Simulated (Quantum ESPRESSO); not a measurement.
# How a distortion at fixed volume moves the moments of CoO

How does a distortion at fixed volume change the magnetic state of CoO?

Main program and level: Quantum ESPRESSO 7.5; PBE with U = 3.5 eV on Co d (ortho-atomic projectors); plane waves with GBRV 1.5 PBE potentials, no spin-orbit coupling.

### Step 1. The starting structure

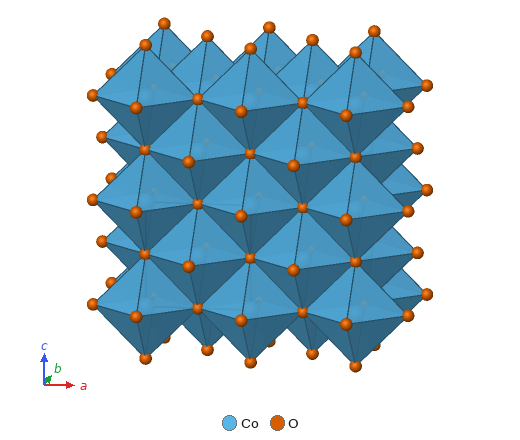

Start, viewed slightly off an axis; cobalt blue, oxygen orange. 2×1×2 cells are drawn. This picture shows the conventional cell, with its axes. Some periodic images of atoms are drawn too.

The lattice constants were typed from memory of published values and not checked against a source.

### Step 2. Factor along z 0.9043, ferro +

Lengths along Cartesian z scale by the factor and those normal to it by its inverse root. Atoms keep their fractional places. Seeded atoms are those given a starting moment.

The input, pw.in:

```
&CONTROL
  calculation = 'scf'
  prefix = 'pwscf'
  outdir = './tmp'
  pseudo_dir = './pseudo'
  disk_io = 'nowf'
  tprnfor = .true.
  tstress = .true.
/
&SYSTEM
  ibrav = 0
  celldm(1) = 8
  nat = 2
  ntyp = 2
  ecutwfc = 40
  ecutrho = 280
  nbnd = 20
  occupations = 'smearing'
  smearing = 'fd'
  degauss = 0.00367493
  nspin = 2
  starting_magnetization(1) = 0.1765
  starting_magnetization(2) = 0
/
&ELECTRONS
  conv_thr = 4d-09
  electron_maxstep = 150
  mixing_beta = 0.3
/
ATOMIC_SPECIES
Co     58.9332 co_pbe_v1.2.uspp.F.UPF
O      15.9990 o_pbe_v1.2.uspp.F.UPF
CELL_PARAMETERS alat
   0.0000000000000    0.5292174467432    0.4550959277688
   0.5292174467432    0.0000000000000    0.4550959277688
   0.5292174467432    0.5292174467432    0.0000000000000
ATOMIC_POSITIONS crystal
Co      0.0000000000    0.0000000000    0.0000000000
O       0.5000000000    0.5000000000    0.5000000000
K_POINTS automatic
10 10 10 0 0 0
HUBBARD {ortho-atomic}
U Co-3d 3.5000
```

Command:

```bash
$ OMP_NUM_THREADS=1 mpirun -n 4 pw.x -nk 4 -in pw.in > pw.out
```

The log of the run:

```text
Program PWSCF v.7.5 starts

     Message from routine setup:
     using ibrav=0 with symmetry is DISCOURAGED, use correct ibrav instead

     K-points division:     npool     =       4
     Subspace diagonalization in iterative solution of the eigenvalue problem:

     bravais-lattice index     =            0
     lattice parameter (alat)  =       8.0000  a.u.
     unit-cell volume          =     130.5182 (a.u.)^3
     number of atoms/cell      =            2
     number of atomic types    =            2
     number of electrons       =        23.00
     number of Kohn-Sham states=           20
     kinetic-energy cutoff     =      40.0000  Ry
     charge density cutoff     =     280.0000  Ry
     scf convergence threshold =      4.0E-09
     mixing beta               =       0.3000
     number of iterations used =            8  plain     mixing
     Exchange-correlation= SLA  PW   PBE  PBE
                           (   1   4   3   4   0   0   0)
     Hubbard projectors: ortho-atomic
     Hubbard parameters of DFT+U (Dudarev formulation) in eV:
     U(Co-3d) =  3.5000

     Internal variables: lda_plus_u =T, lda_plus_u_kind = 0

     Internal variables: orbital_resolved =F, hub_pot_fix =F, apply_U = F

     celldm(1)=   8.000000  celldm(2)=   0.000000  celldm(3)=   0.000000
     celldm(4)=   0.000000  celldm(5)=   0.000000  celldm(6)=   0.000000

     crystal axes: (cart. coord. in units of alat)
               a(1) = (   0.000000   0.529217   0.455096 )
               a(2) = (   0.529217   0.000000   0.455096 )
               a(3) = (   0.529217   0.529217   0.000000 )

     reciprocal axes: (cart. coord. in units 2 pi/alat)
               b(1) = ( -0.944791  0.944791  1.098669 )
               b(2) = (  0.944791 -0.944791  1.098669 )
               b(3) = (  0.944791  0.944791 -1.098669 )

     PseudoPot. # 1 for Co read from file:
     co_pbe_v1.2.uspp.F.UPF
     Pseudo is Ultrasoft + core correction, Zval = 17.0

     PseudoPot. # 2 for O  read from file:
     o_pbe_v1.2.uspp.F.UPF
     Pseudo is Ultrasoft + core correction, Zval =  6.0

     atomic species   valence    mass     pseudopotential
     Co               17.00    58.93320     Co( 1.00)
     O                 6.00    15.99900     O ( 1.00)

     Starting magnetic structure
     atomic species   magnetization
     Co              0.176
     O               0.000

     16 Sym. Ops., with inversion, found

   Cartesian axes

     site n.     atom                  positions (alat units)
         1        Co     tau(   1) = (   0.0000000   0.0000000   0.0000000  )
         2        O      tau(   2) = (   0.5292174   0.5292174   0.4550959  )

     number of k points=   102  Fermi-Dirac smearing, width (Ry)=  0.0037

     Number of k-points >= 100: set verbosity='high' to print them.

     Dense  grid:    10299 G-vectors     FFT dimensions: (  30,  30,  32)

     Smooth grid:     4423 G-vectors     FFT dimensions: (  24,  24,  25)

     Check: negative core charge=   -0.000038
     Generating pointlists ...
     new r_m :   0.1877 (alat units)  1.5018 (a.u.) for type    1
     new r_m :   0.1877 (alat units)  1.5018 (a.u.) for type    2

     Initial potential from superposition of free atoms

     starting charge      22.0000, renormalised to      23.0000

     STARTING HUBBARD OCCUPATIONS:

     =================== HUBBARD OCCUPATIONS ===================
     ------------------------ ATOM    1 ------------------------
     Tr[ns(  1)] (up, down, total) =   5.00000  2.00000  7.00000
     Atomic magnetic moment for atom   1 =   3.00000
     [... lines left out ...]
     Number of occupied Hubbard levels =    7.0000

     Atomic wfc used for Hubbard projectors are orthogonalized

     Starting wfcs are   17 randomized atomic wfcs +    3 random wfcs

     Self-consistent Calculation

     iteration #  1     ecut=    40.00 Ry     beta= 0.30
     Davidson diagonalization with overlap
     ethr =  1.00E-02,  avg # of iterations =  4.9

     =================== HUBBARD OCCUPATIONS ===================
     ------------------------ ATOM    1 ------------------------
     Tr[ns(  1)] (up, down, total) =   4.58132  0.96066  5.54198
     Atomic magnetic moment for atom   1 =   3.62065
     [... lines left out ...]
     Number of occupied Hubbard levels =    5.5420

     total energy              =    -328.75345648 Ry
     estimated scf accuracy    <       6.16589851 Ry

     total magnetization       =     3.55 Bohr mag/cell
     absolute magnetization    =     3.65 Bohr mag/cell

     iteration #  2     ecut=    40.00 Ry     beta= 0.30
     Davidson diagonalization with overlap
     ethr =  1.00E-02,  avg # of iterations =  2.0

     total energy              =    -329.72870779 Ry
     estimated scf accuracy    <       5.21783772 Ry

     total magnetization       =     0.98 Bohr mag/cell
     absolute magnetization    =     1.02 Bohr mag/cell

     [... further iterations left out ...]

     iteration # 12     ecut=    40.00 Ry     beta= 0.30
     Davidson diagonalization with overlap
     ethr =  2.76E-10,  avg # of iterations =  1.7

     total energy              =    -330.60680603 Ry
     estimated scf accuracy    <          9.1E-09 Ry

     total magnetization       =     3.00 Bohr mag/cell
     absolute magnetization    =     3.02 Bohr mag/cell

     iteration # 13     ecut=    40.00 Ry     beta= 0.30
     Davidson diagonalization with overlap
     ethr =  3.96E-11,  avg # of iterations =  2.0

     Magnetic moment per site  (integrated on atomic sphere of radius R)
     atom   1 (R=0.188)  charge= 14.1393  magn=  2.5080
     atom   2 (R=0.188)  charge=  5.3352  magn=  0.2821

     End of self-consistent calculation

     =================== HUBBARD OCCUPATIONS ===================
     ------------------------ ATOM    1 ------------------------
     Tr[ns(  1)] (up, down, total) =   4.96725  2.32176  7.28901
     Atomic magnetic moment for atom   1 =   2.64548
     [... lines left out ...]
     Number of occupied Hubbard levels =    7.2890

     Number of k-points >= 100: set verbosity='high' to print the bands.

     the Fermi energy is    13.7972 ev

!    total energy              =    -330.60680606 Ry
     estimated scf accuracy    <          2.5E-10 Ry
     smearing contrib. (-TS)   =      -0.00105111 Ry
     internal energy E=F+TS    =    -330.60575495 Ry

     The total energy is F=E-TS. E is the sum of the following terms:
     one-electron contribution =    -184.89117291 Ry
     hartree contribution      =     105.81960059 Ry
     xc contribution           =     -40.08188361 Ry
     ewald contribution        =    -211.55049186 Ry
     Hubbard energy            =       0.09819285 Ry

     total magnetization       =     3.00 Bohr mag/cell
     absolute magnetization    =     3.02 Bohr mag/cell

     convergence has been achieved in  13 iterations

     Forces acting on atoms (cartesian axes, Ry/au):

     atom    1 type  1   force =     0.00000000   -0.00000000    0.00000000
     atom    2 type  2   force =    -0.00000000    0.00000000   -0.00000000

     Total force =     0.000000     Total SCF correction =     0.000000

     Computing stress (Cartesian axis) and pressure

          total   stress  (Ry/bohr**3)                   (kbar)     P=      108.08
   0.00033140   0.00000000   0.00000000           48.75        0.00        0.00
   0.00000000   0.00033140  -0.00000000            0.00       48.75       -0.00
  -0.00000000  -0.00000000   0.00154128           -0.00       -0.00      226.73

=------------------------------------------------------------------------------=
   JOB DONE.
=------------------------------------------------------------------------------=
```

It took 9.1 s on 4 MPI ranks of AMD EPYC 9B14 (Zen 4), shared host; peak memory 0.31 GiB.

Spin moment in the atom's sphere by atom:

| atom | spin moment in the atom's sphere (μB) |
| --- | --- |
| Co1 | 2.51 |
| O2 | 0.28 |

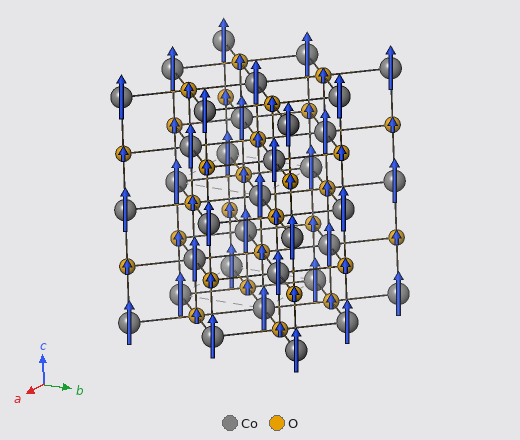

Spin moment in the atom's sphere as arrows, the longest 2.51 μB. Up and down stand for the sign. Arrows give size and sign along the axis of quantisation, drawn up and down the page. Each arrow also spans its atom, so small moments look longer than they are. 2×2×2 conventional cells are drawn. Some periodic images of atoms are drawn too.

Read from the output:

```yaml
smearing_term_ts: 0.01430 eV
pressure: 10.81 GPa
magnetization: 3 μB
absolute_magnetization: 3.023 μB
final_state: ferromagnetic
```

### Step 3. Factor along z 0.9043, antiferro q=(0,0,1/2) +-

The wavevector q is in fractions of the reciprocal vectors of the crystal's primitive cell, as the cells of these inputs are built from it; moments change sign between cells as cos(2π q·R).

The input, pw.in:

```
&CONTROL
  calculation = 'scf'
  prefix = 'pwscf'
  outdir = './tmp'
  pseudo_dir = './pseudo'
  disk_io = 'nowf'
  tprnfor = .true.
  tstress = .true.
/
&SYSTEM
  ibrav = 0
  celldm(1) = 8
  nat = 4
  ntyp = 3
  ecutwfc = 40
  ecutrho = 280
  nbnd = 32
  occupations = 'smearing'
  smearing = 'fd'
  degauss = 0.00367493
  nspin = 2
  starting_magnetization(1) = 0.1765
  starting_magnetization(2) = -0.1765
  starting_magnetization(3) = 0
/
&ELECTRONS
  conv_thr = 8d-09
  electron_maxstep = 150
  mixing_beta = 0.3
/
ATOMIC_SPECIES
Co1    58.9332 co_pbe_v1.2.uspp.F.UPF
Co2    58.9332 co_pbe_v1.2.uspp.F.UPF
O      15.9990 o_pbe_v1.2.uspp.F.UPF
CELL_PARAMETERS alat
   0.0000000000000    0.5292174467432    0.4550959277688
   0.5292174467432    0.0000000000000    0.4550959277688
   1.0584348934863    1.0584348934863    0.0000000000000
ATOMIC_POSITIONS crystal
Co1     0.0000000000    0.0000000000    0.0000000000
Co2     0.0000000000    0.0000000000    0.5000000000
O       0.5000000000    0.5000000000    0.2500000000
O       0.5000000000    0.5000000000    0.7500000000
K_POINTS automatic
10 10 5 0 0 0
HUBBARD {ortho-atomic}
U Co1-3d 3.5000
U Co2-3d 3.5000
```

The log of the run:

```text
     [... lines left out ...]
Program PWSCF v.7.5 starts
     [... lines left out ...]
     number of atoms/cell      =            4
     [... lines left out ...]
     number of electrons       =        46.00
     number of Kohn-Sham states=           32
     kinetic-energy cutoff     =      40.0000  Ry
     charge density cutoff     =     280.0000  Ry
     scf convergence threshold =      8.0E-09
     [... lines left out ...]
      4 Sym. Ops., with inversion, found
     [... lines left out ...]
     number of k points=   141  Fermi-Dirac smearing, width (Ry)=  0.0037
     [... lines left out ...]
     iteration # 29     ecut=    40.00 Ry     beta= 0.30
     [... lines left out ...]
     Magnetic moment per site  (integrated on atomic sphere of radius R)
     atom   1 (R=0.188)  charge= 14.1522  magn=  2.4330
     atom   2 (R=0.188)  charge= 14.1522  magn= -2.4329
     atom   3 (R=0.188)  charge=  5.3259  magn=  0.0000
     atom   4 (R=0.188)  charge=  5.3259  magn=  0.0000
     [... lines left out ...]
     Tr[ns(  1)] (up, down, total) =   4.94985  2.36718  7.31703
     [... lines left out ...]
     Tr[ns(  2)] (up, down, total) =   2.36723  4.94985  7.31708
     [... lines left out ...]
     the Fermi energy is    13.7456 ev
!    total energy              =    -661.21329145 Ry
     estimated scf accuracy    <          2.7E-09 Ry
     smearing contrib. (-TS)   =      -0.00213056 Ry
     [... lines left out ...]
     total magnetization       =     0.00 Bohr mag/cell
     absolute magnetization    =     5.37 Bohr mag/cell
     convergence has been achieved in  29 iterations
     [... lines left out ...]
     Total force =     0.000009     Total SCF correction =     0.000046
     [... lines left out ...]
          total   stress  (Ry/bohr**3)                   (kbar)     P=       92.06
     [... lines left out ...]
```

Run time: 72 s. Hardware: 4 MPI ranks; peak memory 0.55 GiB; 4.8 min of CPU time.

Spin moment in the atom's sphere by atom:

| atom | spin moment in the atom's sphere (μB) |
| --- | --- |
| Co1 | 2.43 |
| Co2 | -2.43 |
| O3 | 0.00 |
| O4 | 0.00 |

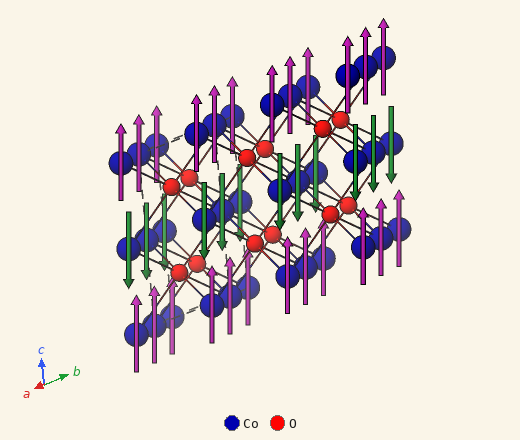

Spin moment in the atom's sphere as arrows, the longest 2.43 μB. Up and down stand for the sign. Arrows give size and sign along the axis of quantisation, drawn up and down the page. The two directions have two colours. Bonds to atoms that aren't drawn are left out. 2×3×1 cells are drawn. Some periodic images of atoms are drawn too.

This step gave:

* smearing term TS: 0.02899 eV
* pressure: 9.206 GPa
* magnetization: 0 μB
* absolute magnetization: 5.37 μB
* final state: antiferromagnetic

### Step 4. Factor along z 0.9043, no spin polarisation

The input, pw.in:

```
&CONTROL
  calculation = 'scf'
  prefix = 'pwscf'
  outdir = './tmp'
  pseudo_dir = './pseudo'
  disk_io = 'nowf'
  tprnfor = .true.
  tstress = .true.
/
&SYSTEM
  ibrav = 0
  celldm(1) = 8
  nat = 2
  ntyp = 2
  ecutwfc = 40
  ecutrho = 280
  nbnd = 18
  occupations = 'smearing'
  smearing = 'fd'
  degauss = 0.00367493
/
&ELECTRONS
  conv_thr = 4d-09
  electron_maxstep = 150
  mixing_beta = 0.3
/
ATOMIC_SPECIES
Co     58.9332 co_pbe_v1.2.uspp.F.UPF
O      15.9990 o_pbe_v1.2.uspp.F.UPF
CELL_PARAMETERS alat
   0.0000000000000    0.5292174467432    0.4550959277688
   0.5292174467432    0.0000000000000    0.4550959277688
   0.5292174467432    0.5292174467432    0.0000000000000
ATOMIC_POSITIONS crystal
Co      0.0000000000    0.0000000000    0.0000000000
O       0.5000000000    0.5000000000    0.5000000000
K_POINTS automatic
10 10 10 0 0 0
HUBBARD {ortho-atomic}
U Co-3d 3.5000
```

The log of the run:

```text
     [... lines left out ...]
Program PWSCF v.7.5 starts
     [... lines left out ...]
     number of atoms/cell      =            2
     [... lines left out ...]
     number of electrons       =        23.00
     number of Kohn-Sham states=           18
     kinetic-energy cutoff     =      40.0000  Ry
     charge density cutoff     =     280.0000  Ry
     scf convergence threshold =      4.0E-09
     [... lines left out ...]
     16 Sym. Ops., with inversion, found
     [... lines left out ...]
     number of k points=   102  Fermi-Dirac smearing, width (Ry)=  0.0037
     [... lines left out ...]
     iteration # 12     ecut=    40.00 Ry     beta= 0.30
     [... lines left out ...]
     Tr[ns(  1)] =   7.52837
     [... lines left out ...]
     the Fermi energy is    13.5306 ev
!    total energy              =    -330.54074259 Ry
     estimated scf accuracy    <          3.3E-10 Ry
     smearing contrib. (-TS)   =      -0.00112902 Ry
     [... lines left out ...]
     convergence has been achieved in  12 iterations
     [... lines left out ...]
     Total force =     0.000000     Total SCF correction =     0.000000
     [... lines left out ...]
          total   stress  (Ry/bohr**3)                   (kbar)     P=      -97.11
     [... lines left out ...]
```

Wall time 4.9 s (4 MPI ranks); peak memory 0.28 GiB; 19 s of CPU time.

Read from the output:

| Property | Result |
| --- | --- |
| smearing term TS | 0.01536 eV |
| pressure | -9.710 GPa |
| final state | non-magnetic (no spin polarisation) |

(Part 1 of 2 ends here.)

[Logs and program files are shortened in this print: banners, set-up blocks, solver, clock and traceback lines can be left out without a mark of their own.]

[Logs are printed without paths, hosts, clocks, repeated set-up lines and the standing remarks that a program may print on its own settings, such as how far it seeks lower states.]

[Hosts, paths, dates, database ids (printed as entryN), source tags and the programs' standing remarks are cut or masked in the printed files.]

[Where a cell is said to come from a database of computed structures, the database is the Materials Project.]
